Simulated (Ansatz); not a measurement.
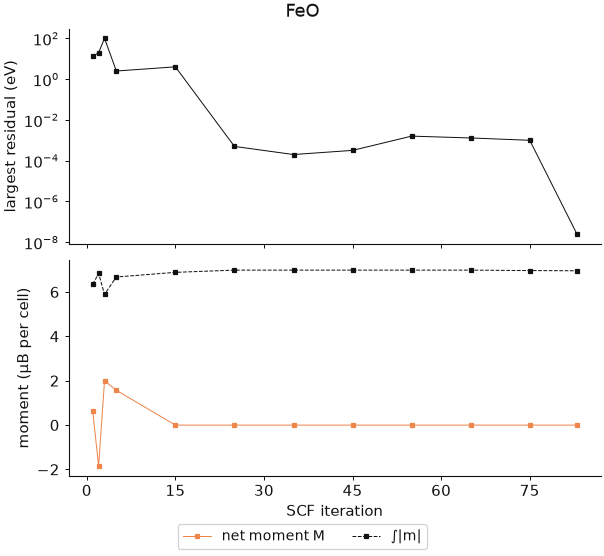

Figure. SCF iterations of a calculation: largest residual, magnetic moments. The run: FeO (P1, 4 atoms in the cell), by DFT, PBE+U, PAW (an earlier, harder data set), plane waves, scalar-relativistic in Ansatz development build ahead of 0.2.0; cutoff 930 eV, 1×1×1 k-mesh, Fermi–Dirac smearing of 0.1 eV, collinear spins, U = 4.6 eV on Fe d. Setting under test: default search for lower states. Only some iterations were kept.

Converged, in 83 iterations. The residual falls unevenly and jumps up by a factor of two or more twice between kept points. The residual starts near 10 and ends near 2 × 10⁻⁸ eV. The net moment goes from 0.6 to 0.0 μB per cell, with excursions between −1.8 and 2.0 on the way. ∫|m| ends at 7.0 μB, so the local moments cancel.
